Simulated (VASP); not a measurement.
**Band-structure run of WSe2 (part 2 of 2)**

Continued. System: WSe2 (slab, 6 atoms in the cell). Method: Kohn-Sham DFT of a periodic cell, PBE with D3(BJ), VASP PAW PBE potentials, recommended, no spin polarisation (VASP 6.6.1); cutoff 520 eV, 12×12×1 k-mesh, Gaussian smearing of 0.03 eV. The structure derives from an entry of the Crystallography Open Database.

Geometry of the input (Å; fractional positions):
```
3.2844  0.0000  0.0000
-1.6422  2.8443  0.0000
0.0000  0.0000  27.8313
Se 0.3333  0.6667  0.3243
Se 0.3333  0.6667  0.4455
Se 0.6667  0.3333  0.5545
Se 0.6667  0.3333  0.6757
W  0.6667  0.3333  0.3849
W  0.3333  0.6667  0.6151
```

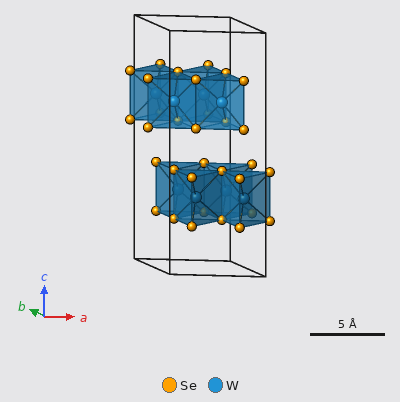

**Figure 1.** The structure as given in the input (polyhedral view of the 2 × 2 repeat of the cell, with the vacuum cut short, seen slightly off an axis; polyhedra are completed across the faces of the cell).

**Parts of OUTCAR, continued**
```
   k-points           NKPTS =     19   k-points in BZ     NKDIM =     19   number of bands    NBANDS=     35
   number of dos      NEDOS =    301   number of ions     NIONS =      6
   total plane-waves  NPLWV = 120960
   dimension x,y,z NGX =    24 NGY =   24 NGZ =  210
   dimension x,y,z NGXF=    48 NGYF=   48 NGZF=  420
   ions per type =               4   2
   NGX,Y,Z   is equivalent  to a cutoff of  12.15, 12.15, 12.54 a.u.
   NGXF,Y,Z  is equivalent  to a cutoff of  24.30, 24.30, 25.09 a.u.
 SYSTEM =  WSe2
   PREC   = accura    normal or accurate (medium, high low for compatibility)
   ISTART =      0    job   : 0-new  1-cont  2-samecut
   ICHARG =      2    charge: 1-file 2-atom 10-const
   ISPIN  =      1    spin polarized calculation?
   LNONCOLLINEAR =      F non collinear calculations
   LSORBIT =      F    spin-orbit coupling
   LASPH  =      T    aspherical Exc in radial PAW
   ENCUT  =  520.0 eV  38.22 Ry    6.18 a.u.   6.11  6.11 51.75*2*pi/ulx,y,z
   NELM   =     80;   NELMIN=  2; NELMDL= -5     # of ELM steps
   EDIFF  = 0.1E-06   stopping-criterion for ELM
   LREAL  =      F    real-space projection
   EDIFFG = 0.1E-05   stopping-criterion for IOM
   NSW    =      0    number of steps for IOM
   IBRION =     -1    ionic relax: 0-MD 1-quasi-New 2-CG
   NFREE  =      0    steps in history (QN), initial steepest desc. (CG)
   ISIF   =      2    stress and relaxation
   ISYM   =      2    0-nonsym 1-usesym 2-fastsym
   POTIM  = 0.5000    time-step for ionic-motion
   TEBEG  =    0.0;   TEEND  =   0.0 temperature during run
   PSTRESS=    0.0 pullay stress
   NELECT =      52.0000    total number of electrons
   NUPDOWN=      -1.0000    fix difference up-down
   EMIN   =  10.00;   EMAX   =-10.00  energy-range for DOS
   EFERMI =   0.00;   METHOD = LEGACY
   ISMEAR =     0;   SIGMA  =   0.03  broadening in eV -4-tet -1-fermi 0-gaus
   EFERMI_NEDOS =   21; number of points for ismear=-14 and -15
   IALGO  =     38    algorithm
   IMIX   =      4    mixing-type and parameters
     AMIX     =   0.40;   BMIX     =  1.00
     AMIX_MAG =   1.60;   BMIX_MAG =  1.00
  volume/ion in A,a.u.               =      43.33       292.42
  Fermi-wavevector in a.u.,A,eV,Ry     =   0.957388  1.809201 12.470988  0.916592
  Thomas-Fermi vector in A             =   2.086401
   LORBIT       =      0    0 simple, 1 ext, 2 COOP (PROOUT), +10 PAW based schemes
   GGA     = PE    functional components
   LHFCALC =     F    Hartree Fock is set to
   AEXX    =    0.0000 exact exchange contribution
   IVDW    =    12    specifies the selected vdW correction
   LEPSILON=     F    determine dielectric tensor
   LRPA    =     F    only Hartree local field effects (RPA)
 non-spin polarized calculation
 Gauss-broadening in eV      SIGMA  =   0.03
  energy-cutoff  :      520.00
  volume of cell :      259.99
 maximum number of plane-waves:      7074
   NGX = 13   NGY = 13   NGZ =103

 number of electron      51.9999995 magnetization

 dipolmoment           0.000000      0.000000      0.000000 electrons x Angstroem

 Free energy of the ion-electron system (eV)
  ---------------------------------------------------
  ext. energy  EPLUGINS =         0.00000000
  ---------------------------------------------------
  free energy    TOTEN  =       -43.15969662 eV

  energy without entropy =      -43.15969662  energy(sigma->0) =      -43.15969662

 E-fermi :   0.5037     XC(G=0):  -5.3988     alpha+bet : -5.5255

 val. band max:        0.2359599512   @ k =   0.0000   0.0000   0.0000
 cond. band min:       1.5158206578   @ k =   0.1667   0.1667   0.0000
 fundamental gap:      1.2798607066
 Fermi energy:         0.5037096754

 k-point     1 :       0.0000    0.0000    0.0000
  band No.  band energies     occupation
      1     -73.9389      2.00000
      2     -73.9389      2.00000
      3     -38.1843      2.00000
      4     -38.1843      2.00000
      5     -38.0503      2.00000
      6     -38.0503      2.00000
      7     -38.0503      2.00000
      8     -38.0503      2.00000
      9     -14.8202      2.00000
     10     -14.6570      2.00000
     11     -13.6155      2.00000
     12     -13.3679      2.00000
     13      -6.5193      2.00000
     14      -5.8812      2.00000
     15      -2.7811      2.00000
     16      -2.2030      2.00000
     17      -2.2030      2.00000
     18      -2.1917      2.00000
     19      -2.1917      2.00000
     20      -1.5384      2.00000
     21      -1.0867      2.00000
     22      -1.0867      2.00000
     23      -1.0520      2.00000
     24      -1.0520      2.00000
     25      -0.4995      2.00000
     26       0.2360      2.00000
     27       3.0392      0.00000
     28       3.0392      0.00000
     29       3.0903      0.00000
     30       3.0903      0.00000
     31       3.1854      0.00000
     32       3.1854      0.00000
     33       3.2940      0.00000
     34       3.2940      0.00000
     35       4.4796      0.00000

 k-point     2 :       0.0833   -0.0000    0.0000
  band No.  band energies     occupation
      1     -73.9382      2.00000
      2     -73.9382      2.00000
      3     -38.1813      2.00000
      4     -38.1813      2.00000
      5     -38.0663      2.00000
      6     -38.0663      2.00000
      7     -38.0541      2.00000
      8     -38.0541      2.00000
      9     -14.7149      2.00000
     10     -14.5520      2.00000
     11     -13.5579      2.00000
     12     -13.3167      2.00000
     13      -6.3851      2.00000
     14      -5.7472      2.00000
     15      -2.9067      2.00000
     16      -2.5266      2.00000
     17      -2.5076      2.00000
     18      -2.1034      2.00000
     19      -2.0875      2.00000
     20      -1.9084      2.00000
     21      -1.2683      2.00000
     22      -1.2297      2.00000
     23      -1.1114      2.00000
     24      -0.9590      2.00000
     25      -0.4958      2.00000
     26       0.1090      2.00000
     27       2.7894      0.00000
     28       2.8294      0.00000
     29       2.8483      0.00000
     30       2.9128      0.00000
     31       3.0005      0.00000
     32       3.1536      0.00000
     33       3.2456      0.00000
     34       3.2968      0.00000
     35       4.7665      0.00000

 k-point     3 :       0.1667   -0.0000    0.0000
  band No.  band energies     occupation
      1     -73.9363      2.00000
      2     -73.9363      2.00000
      3     -38.1730      2.00000
      4     -38.1730      2.00000
      5     -38.1097      2.00000
      6     -38.1097      2.00000
      7     -38.0643      2.00000
      8     -38.0643      2.00000
      9     -14.4124      2.00000
     10     -14.2513      2.00000
     11     -13.3925      2.00000
     12     -13.1707      2.00000
     13      -6.0113      2.00000
     14      -5.3790      2.00000
     15      -3.3161      2.00000
     16      -3.2747      2.00000
     17      -3.2321      2.00000
     18      -2.5761      2.00000
     19      -1.8336      2.00000
     20      -1.7998      2.00000
     21      -1.6870      2.00000
     22      -1.6449      2.00000
     23      -1.3758      2.00000
     24      -1.0564      2.00000
     25      -0.5861      2.00000
     26      -0.3212      2.00000
     27       2.1067      0.00000
     28       2.3875      0.00000
     29       2.6180      0.00000
     30       2.6963      0.00000
     31       2.8621      0.00000
     32       2.9041      0.00000
     33       3.6061      0.00000
     34       3.7204      0.00000
     35       5.2019      0.00000

 k-point     4 :       0.2500   -0.0000    0.0000
  band No.  band energies     occupation
      1     -73.9337      2.00000
      2     -73.9337      2.00000
      3     -38.1684      2.00000
      4     -38.1684      2.00000
      5     -38.1617      2.00000
      6     -38.1617      2.00000
      7     -38.0782      2.00000
      8     -38.0782      2.00000
      9     -13.9546      2.00000
     10     -13.8000      2.00000
     11     -13.1441      2.00000
     12     -12.9550      2.00000
     13      -5.5236      2.00000
     14      -4.9577      2.00000
     15      -4.2349      2.00000
     16      -4.1037      2.00000
     17      -3.7498      2.00000
     18      -3.3725      2.00000
     19      -2.1645      2.00000
     20      -2.1087      2.00000
     21      -1.7945      2.00000
     22      -1.4565      2.00000
     23      -1.4068      2.00000
     24      -1.4033      2.00000
     25      -0.9142      2.00000
     26      -0.8385      2.00000
     27       1.8439      0.00000
     28       2.2727      0.00000
     29       2.4291      0.00000
     30       2.5815      0.00000
     31       2.7913      0.00000
     32       3.2714      0.00000
     33       3.9584      0.00000
     34       4.1474      0.00000
     35       5.7647      0.00000

 k-point     5 :       0.3333   -0.0000    0.0000
  band No.  band energies     occupation
      1     -73.9311      2.00000
      2     -73.9311      2.00000
      3     -38.2265      2.00000
      4     -38.2265      2.00000
      5     -38.1504      2.00000
      6     -38.1504      2.00000
      7     -38.0921      2.00000
      8     -38.0921      2.00000
      9     -13.4221      2.00000
     10     -13.2839      2.00000
     11     -12.8608      2.00000
     12     -12.7179      2.00000
     13      -5.5238      2.00000
     14      -5.2978      2.00000
     15      -4.7572      2.00000
     16      -4.3542      2.00000
     17      -4.2754      2.00000
     18      -4.0005      2.00000
     19      -2.5572      2.00000
     20      -2.4969      2.00000
     21      -2.1015      2.00000
     22      -1.7579      2.00000
     23      -1.2286      2.00000
     24      -1.1209      2.00000
     25      -1.0832      2.00000
     26      -1.0259      2.00000
     27       2.0628      0.00000
     28       2.3590      0.00000
     29       2.4408      0.00000
     30       2.4657      0.00000
     31       3.1636      0.00000
     32       3.7454      0.00000
     33       4.1861      0.00000
     34       4.4459      0.00000
     35       5.8669      0.00000

 [... the levels of 13 k-points are left out ...]

 k-point    19 :       0.3333    0.3333    0.0000
  band No.  band energies     occupation
      1     -73.9271      2.00000
      2     -73.9271      2.00000
      3     -38.2252      2.00000
      4     -38.2252      2.00000
      5     -38.2019      2.00000
      6     -38.2019      2.00000
      7     -38.1334      2.00000
      8     -38.1334      2.00000
      9     -12.4096      2.00000
     10     -12.4096      2.00000
     11     -12.3158      2.00000
     12     -12.3158      2.00000
     13      -5.3891      2.00000
     14      -5.2628      2.00000
     15      -5.2342      2.00000
     16      -5.2342      2.00000
     17      -4.3876      2.00000
     18      -4.2224      2.00000
     19      -3.7759      2.00000
     20      -3.7759      2.00000
     21      -3.2134      2.00000
     22      -3.2134      2.00000
     23      -2.2681      2.00000
     24      -2.2681      2.00000
     25       0.0080      2.00000
     26       0.1561      2.00000
     27       1.7746      0.00000
     28       1.7746      0.00000
     29       2.4972      0.00000
     30       3.1666      0.00000
     31       3.5536      0.00000
     32       3.5536      0.00000
     33       4.9609      0.00000
     34       4.9609      0.00000
     35       6.1332      0.00000

------------------------ aborting loop because EDIFF is reached ----------------------------------------

 Edisp (eV)   -2.41740

 E8    (eV) :    -1.1122

  FORCE on cell =-STRESS in cart. coord.  units (eV):
  Direction    XX          YY          ZZ          XY          YZ          ZX
  --------------------------------------------------------------------------------------
  -------------------------------------------------------------------------------------
  Total      -0.00903    -0.00903    -0.00217     0.00000     0.00000     0.00000
  in kB      -0.05564    -0.05564    -0.01335     0.00000     0.00000     0.00000
  external pressure =       -0.04 kB  Pullay stress =        0.00 kB

 VOLUME and BASIS-vectors are now :
 -----------------------------------------------------------------------------
  energy-cutoff  :      520.00
  volume of cell :      259.99
      direct lattice vectors                 reciprocal lattice vectors
     3.284355867  0.000000000  0.000000000     0.304473705  0.175787976  0.000000000
    -1.642177933  2.844335617  0.000000000     0.000000000  0.351575951  0.000000000
     0.000000000  0.000000000 27.831260000     0.000000000  0.000000000  0.035930820

 POSITION                                       TOTAL-FORCE (eV/Angst)
 -----------------------------------------------------------------------------------
     -0.00000      1.89622      9.02534         0.000000     -0.000000     -0.004519
     -0.00000      1.89622     12.39811        -0.000000      0.000000      0.004250
      1.64218      0.94811     15.43315        -0.000000     -0.000000     -0.004250
      1.64218      0.94811     18.80592        -0.000000      0.000000      0.004519
      1.64218      0.94811     10.71203        -0.000000      0.000000     -0.000166
     -0.00000      1.89622     17.11923         0.000000      0.000000      0.000166
 -----------------------------------------------------------------------------------
    total drift:                               -0.000000      0.000000      0.000000

  FREE ENERGIE OF THE ION-ELECTRON SYSTEM (eV)
  ---------------------------------------------------
  free  energy   TOTEN  =       -45.5771011371 eV

  energy  without entropy=      -45.5771011371  energy(sigma->0) =      -45.57710114

 vacuum level on the upper side and lower side of the slab         5.160         5.160
```

**CONTCAR**
```
WSe2
   1.00000000000000
     3.2843558667999999    0.0000000000000000    0.0000000000000000
    -1.6421779335000000    2.8443356173000001    0.0000000000000000
     0.0000000000000000    0.0000000000000000   27.8312600000000003
  Se              W
     4     2
Direct
     0.3333333300000021    0.6666666699999979    0.3242880108040040
     0.3333333300000021    0.6666666699999979    0.4454742842781911
     0.6666666699999979    0.3333333300000021    0.5545257157218089
     0.6666666699999979    0.3333333300000021    0.6757119891959960
     0.6666666699999979    0.3333333300000021    0.3848919392514674
     0.3333333300000021    0.6666666699999979    0.6151080607485326

  0.00000000E+00  0.00000000E+00  0.00000000E+00
  0.00000000E+00  0.00000000E+00  0.00000000E+00
  0.00000000E+00  0.00000000E+00  0.00000000E+00
  0.00000000E+00  0.00000000E+00  0.00000000E+00
  0.00000000E+00  0.00000000E+00  0.00000000E+00
  0.00000000E+00  0.00000000E+00  0.00000000E+00
```
